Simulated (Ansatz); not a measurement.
# Residual resistivity of an alloy: Ag(111) with 4 layers of random Ag-Ir, 2x2

Aim: the residual resistivity of a random alloy, from Ag(111) with 4 layers of random Ag-Ir, 2x2 and longer regions.

Main program and level: Ansatz 0.2.0; Ansatz plane-wave DFT, PBE, PAW files; ballistic transport by layer matching (Landauer), zero bias; PAW set soft_1.

**1. Set-up**

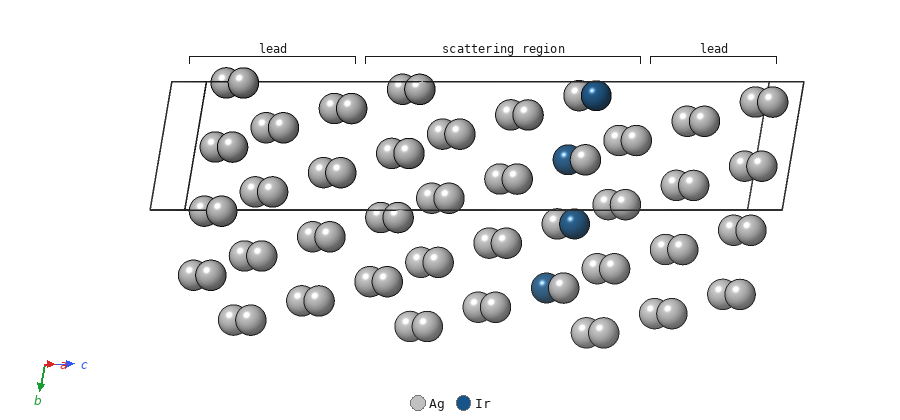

The cell as given, from the side, with the c axis across the page (silver light grey, iridium blue). 1×2×1 cells are drawn.

The cell holds 40 atoms: 38 Ag and 2 Ir. Its edges and angles: a = 5.779 Å, b = 5.779 Å, c = 23.651 Å, α = 93.5°, β = 86.5°, γ = 120.0°. It derives from Ag. Regions: lead, 24 atoms (24 Ag); scattering region, 16 atoms (14 Ag and 2 Ir). The structure is stacked along c, and the current runs across the ab planes.

**2. With 4 alloy layers**

In 4 layers a share of 0.125 of the sites is given to Ir at random. The layers about the cell's end stay perfect and serve as the lead. Energies from -0.05 to 0.05 eV in steps of 0.05 eV are too few for the program's thermal sum, so it prints no conductance; for a metal the transmission near the Fermi level serves, at a fraction of the cost.

input.yaml reads:

```yaml
crystal:
  lattice:
    - [5.7787594586, 0.0, 0.0]
    - [-2.8893797293, 5.0045524935, 0.0]
    - [1.4446898646, -0.8340920822, 23.5916866996]
  atoms:
    - { symbol: Ag, position: [0.9916666667, 0.0083333333, 0.05] }
    - { symbol: Ag, position: [0.9916666667, 0.5083333333, 0.05] }
    - { symbol: Ag, position: [0.4916666667, 0.0083333333, 0.05] }
    - { symbol: Ag, position: [0.4916666667, 0.5083333333, 0.05] }
    - { symbol: Ag, position: [0.1416666667, 0.3583333333, 0.15] }
    - { symbol: Ag, position: [0.1416666667, 0.8583333333, 0.15] }
    - { symbol: Ag, position: [0.6416666667, 0.3583333333, 0.15] }
    - { symbol: Ag, position: [0.6416666667, 0.8583333333, 0.15] }
    - { symbol: Ag, position: [0.2916666667, 0.2083333333, 0.25] }
    - { symbol: Ag, position: [0.2916666667, 0.7083333333, 0.25] }
    - { symbol: Ag, position: [0.7916666667, 0.2083333333, 0.25] }
    - { symbol: Ag, position: [0.7916666667, 0.7083333333, 0.25] }
    - { symbol: Ag, position: [0.9416666667, 0.0583333333, 0.35] }
    - { symbol: Ag, position: [0.9416666667, 0.5583333333, 0.35] }
    - { symbol: Ag, position: [0.4416666667, 0.0583333333, 0.35] }
    - { symbol: Ag, position: [0.4416666667, 0.5583333333, 0.35] }
    - { symbol: Ag, position: [0.0916666667, 0.4083333333, 0.45] }
    - { symbol: Ag, position: [0.0916666667, 0.9083333333, 0.45] }
    - { symbol: Ag, position: [0.5916666667, 0.4083333333, 0.45] }
    - { symbol: Ag, position: [0.5916666667, 0.9083333333, 0.45] }
    - { symbol: Ag, position: [0.2416666667, 0.2583333333, 0.55] }
    - { symbol: Ag, position: [0.2416666667, 0.7583333333, 0.55] }
    - { symbol: Ag, position: [0.7416666667, 0.2583333333, 0.55] }
    - { symbol: Ag, position: [0.7416666667, 0.7583333333, 0.55] }
    - { symbol: Ir, position: [0.8916666667, 0.1083333333, 0.65] }
    - { symbol: Ag, position: [0.8916666667, 0.6083333333, 0.65] }
    - { symbol: Ag, position: [0.3916666667, 0.1083333333, 0.65] }
    - { symbol: Ir, position: [0.3916666667, 0.6083333333, 0.65] }
    - { symbol: Ag, position: [0.0416666667, 0.4583333333, 0.75] }
    - { symbol: Ag, position: [0.0416666667, 0.9583333333, 0.75] }
    - { symbol: Ag, position: [0.5416666667, 0.4583333333, 0.75] }
    - { symbol: Ag, position: [0.5416666667, 0.9583333333, 0.75] }
    - { symbol: Ag, position: [0.1916666667, 0.3083333333, 0.85] }
    - { symbol: Ag, position: [0.1916666667, 0.8083333333, 0.85] }
    - { symbol: Ag, position: [0.6916666667, 0.3083333333, 0.85] }
    - { symbol: Ag, position: [0.6916666667, 0.8083333333, 0.85] }
    - { symbol: Ag, position: [0.8416666667, 0.1583333333, 0.95] }
    - { symbol: Ag, position: [0.8416666667, 0.6583333333, 0.95] }
    - { symbol: Ag, position: [0.3416666667, 0.1583333333, 0.95] }
    - { symbol: Ag, position: [0.3416666667, 0.6583333333, 0.95] }
kpoints:
  mp_grid: { grid: [4, 4, 1] }
hamiltonian:
  xc: pbe
  pseudopotentials: { kind: paw, azcp: { folder: soft_1 } }
scf:
  occupations: { method: fermi_dirac, width: 0.1 }
output:
  transmission: { leads: [[0, 4]], kmesh: [8, 8], e_range: [-0.05, 0.05], de: 0.05 }
  write_potential: true
  write_density: true
  volumetric_format: npy
```

Started as:

```
ansatz run input.yaml --threads 4 --pin off --max-ram 15360MiB --backend cpu --events-out ev --progress --plain --runs-dir out
```

Numbers of over 12 decimals in the logs are rounded to 6 here.

Output:

```text
Engine: ansatz 0.2.0, aarch64-unknown-linux-gnu
Pseudopotentials: kind: paw
Pseudopotential: Ag, paw, valence charge 19, recommended cutoff 420 eV (normal), soft_1/Ag.paw.azcp
Pseudopotential: Ir, paw, valence charge 17, recommended cutoff 420 eV (normal), soft_1/Ir.paw.azcp
Functional definition: PBE
  parameter kappa = 0.804
  parameter beta = 0.066725
  exchange = pbe_x(kappa = kappa, mu = beta*pi^2/3)
  correlation = pbe_c(beta = beta)
Crystal: 40 atoms, lattice volume = 682.274 Å³
Basis set: ecut = 420 eV, 13363 PW (Γ)
Bands: 454, of which v1, the nominal top of the filled ones, is band 378 counted from 1 (377 counted from 0)
Symmetry: 8 space group operations
Space group: P2/m (ITA 10), of the structure as read, at distance tolerance 8.8e-5 Å
k-points: 7 of 16
Non-local potential: Ag, projectors of the file, l = 0: 3, l = 1: 2, l = 2: 2, l = 3: 1
Non-local potential: Ir, projectors of the file, l = 0: 3, l = 1: 2, l = 2: 2, l = 3: 1
PAW form: soft (Blöchl's): semilocal exchange-correlation on the pseudo side does not see the compensation charge
PAW one-centre angular grid: Ag, 590 points (default); XC on 64 Gauss nodes
PAW one-centre angular grid: Ir, 590 points (default); XC on 64 Gauss nodes
Initial density: superposition of atomic densities (chi_scale 0.1, normalization cell, long waves of neutral atoms (reshape's long-wave potential 2.27 eV rms, cloud 2.86 Å wide))
Initial wavefunctions: pseudopotential atomic-orbital guess
Functional: x = pbe(κ = 0.804, μ = 0.219515), c = pbe(β = 0.066725)
SCF iter   1: F=—  HF=-312323.519841 eV  |F-HF|=—  |Δ(HF+E_count)|=         —  Δρ=7.02e-2  dr2=5.99e1  ethr=3.10e-3  ⟨swp⟩=4.0  Hψ=9464  notcnv=0  defer=59
preconditioner: auto → Kerker (q_TF=auto, 2.775 Å⁻¹)  [metal: Δε(μ)=0.049 eV  Ē_g=10.059 eV  σ=0.100 eV  W_gap=0.12  n_scr=260 (ndim 8)  ℏωp=29.7 eV  f_vac=0.000  D(μ)=14.20/eV (n_scr^D=80)]
SCF iter   2: F=—  HF=-312316.183477 eV  |F-HF|=—  |Δ(HF+E_count)|=    7.34e0  Δρ=3.18e-2  dr2=1.68e1  ethr=3.10e-3  ⟨swp⟩=2.9  Hψ=5148  notcnv=0  defer=368
SCF iter   3: F=—  HF=-312314.001927 eV  |F-HF|=—  |Δ(HF+E_count)|=    2.18e0  Δρ=8.25e-3  dr2=8.55e-1  ethr=2.22e-3  ⟨swp⟩=2.6  Hψ=4207  notcnv=0  defer=368
SCF iter   4: F=—  HF=-312313.963565 eV  |F-HF|=—  |Δ(HF+E_count)|=   3.84e-2  Δρ=2.57e-3  dr2=1.16e-1  ethr=1.13e-4  ⟨swp⟩=2.0  Hψ=3713  notcnv=0  defer=365
SCF iter   5: F=—  HF=-312313.968964 eV  |F-HF|=—  |Δ(HF+E_count)|=   5.40e-3  Δρ=5.56e-4  dr2=1.73e-2  ethr=1.53e-5  ⟨swp⟩=2.0  Hψ=2882  notcnv=0  defer=365
SCF iter   6: F=—  HF=-312313.968885 eV  |F-HF|=—  |Δ(HF+E_count)|=   7.95e-5  Δρ=2.40e-4  dr2=3.43e-3  ethr=2.29e-6  ⟨swp⟩=1.1  Hψ=2813  notcnv=0  defer=365
SCF iter   7: F=—  HF=-312313.968892 eV  |F-HF|=—  |Δ(HF+E_count)|=   6.95e-6  Δρ=8.51e-5  dr2=3.99e-4  ethr=4.53e-7  ⟨swp⟩=1.0  Hψ=2812  notcnv=0  defer=365
SCF iter   8: F=—  HF=-312313.968684 eV  |F-HF|=—  |Δ(HF+E_count)|=   2.08e-4  Δρ=4.49e-5  dr2=4.87e-5  ethr=5.28e-8  ⟨swp⟩=1.0  Hψ=2812  notcnv=0  defer=365
SCF iter   9: F=—  HF=-312313.967928 eV  |F-HF|=—  |Δ(HF+E_count)|=   7.56e-4  Δρ=1.31e-5  dr2=7.74e-6  ethr=6.44e-9  ⟨swp⟩=2.0  Hψ=3894  notcnv=0  defer=365
SCF iter  10: F=—  HF=-312313.967928 eV  |F-HF|=—  |Δ(HF+E_count)|=   1.29e-7  Δρ=4.29e-6  dr2=4.62e-7  ethr=1.02e-9  ⟨swp⟩=2.0  Hψ=3347  notcnv=0  defer=365
SCF iter  11: F=-312313.967927 eV  HF=-312313.967928 eV  |F-HF|=6.42e-8  |Δ(HF+E_count)|=   2.82e-8  Δρ=1.35e-6  dr2=7.16e-8  ethr=1.32e-11  ⟨swp⟩=8.4  Hψ=11562  notcnv=0
SCF 1 converged in 11 iterations: F = -312313.967927 eV  dr2 = 7.16e-8
  greatest PAW one-centre occupation: 1.001 electrons in one spin orbital (limit 2), on the Ag atom at site 26 (counted from 0), in its partial waves of l = 0
transmission: 72 of 651 steps passed
transmission: 138 of 651 steps passed
[...]
transmission: 651 of 651 steps passed
SCF converged after 11 iterations
Free energy (F): -312313.967927 eV
Harris-Foulkes:  -312313.967928 eV  (|F-HF|=6.42e-8)
Internal energy: -312313.454762 eV  (E = F + TS)
E sigma→0 (E₀):  -312313.711345 eV
Entropy (-TS):   -0.513165 eV (-12.829 meV/atom)
Fermi energy:    17.308684 eV
--- Per-component energies (eV) ---
  E_band       = -9294.175099
  E_kinetic    = 18853.092214
  E_local      = -82053.667727  (includes V_loc(G=0)·N_el)
  E_nonlocal   = 1583.592352
  E_hartree    = 40022.404112
  E_xc         = -6506.666629
  E_vxc        = -8166.640555  (∫ρ·V_xc dr)
  E_paw        = -168829.631867  (= ΣΔE_a)
  E_vpaw       = -19555.363385  (= ΣTr[D̂ρ^β])
  E_aug_tail   = 0.015087  (compensation charges beyond the density's cutoff)
  E_ewald      = -115382.592305
  E_smearing   = -0.513165  (= −TS)
  E_closure    = 0.000000  (closes the sum)
  Σ components = -312313.967927   (vs F -312313.967927, Δ=0.00e0)
--- Band table (eV; the first three rows and the last of 7) ---
  k-point 0: bands = [... 374 lower, 17.5634, 17.5810, 17.6031, 17.8729, 17.8999, 17.9333, 18.0002, 18.1821, ... 72 higher]
  k-point 1: bands = [... 374 lower, 16.9640, 17.0322, 17.1703, 17.2056, 17.2395, 17.3993, 17.4556, 17.8116, ... 72 higher]
  k-point 2: bands = [... 374 lower, 16.8559, 16.8559, 17.0283, 17.0283, 17.3529, 17.3529, 17.7589, 17.7589, ... 72 higher]
  k-point 6: bands = [... 374 lower, 16.9686, 17.0008, 17.0471, 17.0714, 17.3410, 17.5695, 17.7189, 17.7740, ... 72 higher]
--- Transmission ---
  basis      : 253 plane waves across, 31 finite elements along
  points     : 21, standing for a mesh of 8 x 8
  energies   : 3 from -0.050000 to 0.050000 eV about the Fermi level, 0.050000 eV apart; the leads are filled to 0.000000 eV, and channels, transmission and decay are at 0.000000 eV
  crystal 0  : Ag4, at the sites [0, 4], period 2.3592 Å, over 21.23 Å; its Hamiltonian steps by up to 11.8 meV
    offset         : up to 0.0000 Å between an atom of the period and one for which it stands
    channels       : 3.234375e0 a spin
    conductance    : none, the energies end too early or step too widely for 300 K: set another output.transmission.e_range or a lower de, or, where they end at an eighth of basis.ecutwfc, a higher one
  junction   : crystal 0 to crystal 0, 4.02 to 25.25 Å
    transmission   : 1.980933e0 a spin
    conductance    : none, the energies end too early or step too widely for 300 K: set another output.transmission.e_range or a lower de, or, where they end at an eighth of basis.ecutwfc, a higher one
```

The job ended after 7.2 min (4 threads of Arm Neoverse N1, shared host; peak memory 5.4 GiB).

This step gave:

```
free energy                                    : -312313.9679 eV
energy at zero smearing                        : -312313.7113 eV
Fermi energy                                   : 17.31 eV
cell area                                      : 28.92 Å²
transmission per spin nearest the Fermi level  : 1.981
open channels per spin nearest the Fermi level : 3.234
step of the lead's potential                   : 11.8 meV
```

Per spin. Table of transmission, zone mean by energy, zero at the Fermi level:

| energy (eV) | transmission, zone mean |
| --- | --- |
| -0.0500 | 1.91 |
| 0.0000 | 1.98 |
| 0.0500 | 2.09 |

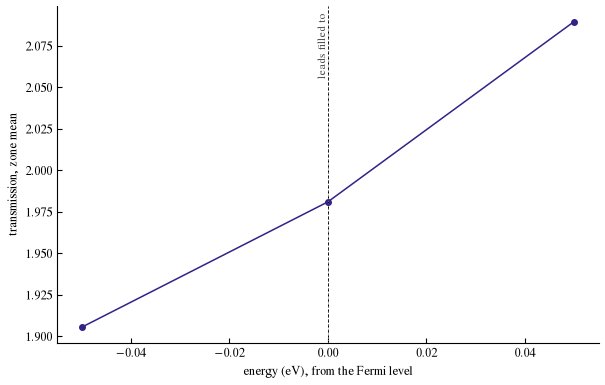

Transmission, zone mean against energy.

Per spin. Table of open channels, zone mean, lead by energy, zero at the Fermi level:

| energy (eV) | open channels, zone mean, lead |
| --- | --- |
| -0.0500 | 3.33 |
| 0.0000 | 3.23 |
| 0.0500 | 3.23 |

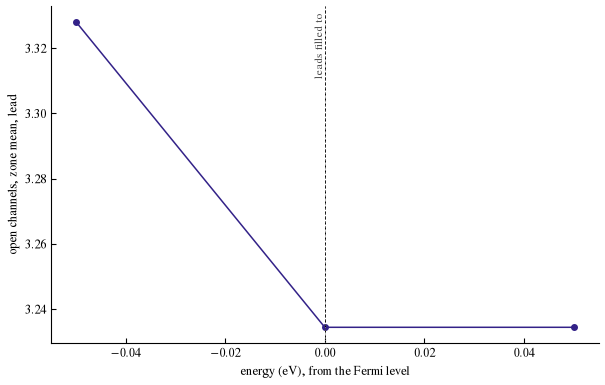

Open channels, zone mean, lead, plotted against energy.

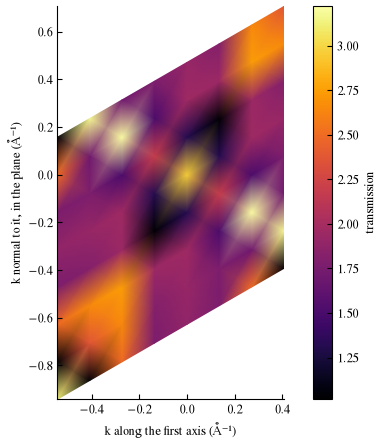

Transmission over k1 and k2. At 0.0000 eV from the Fermi level.

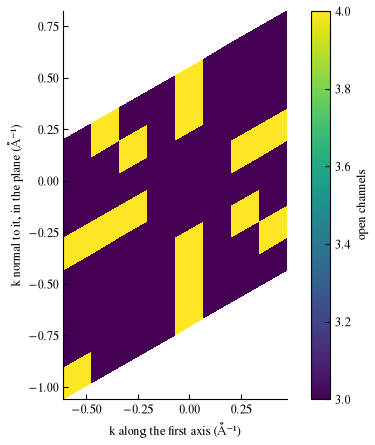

Open channels over k1 and k2. At 0.0000 eV from the Fermi level.

Over the solved energies the transmission per spin lies between 1.91 and 2.09, out of 3.27 channels of the lead on average (up to 3.33).

[end of part 1 of 2]

[Logs are printed without paths, hosts, clocks, repeated set-up lines and the standing remarks that a program may print on its own settings, such as how far it seeks lower states.]

[Hosts, paths, dates, database ids (printed as entryN), source tags and the programs' standing remarks are cut or masked in the printed files.]
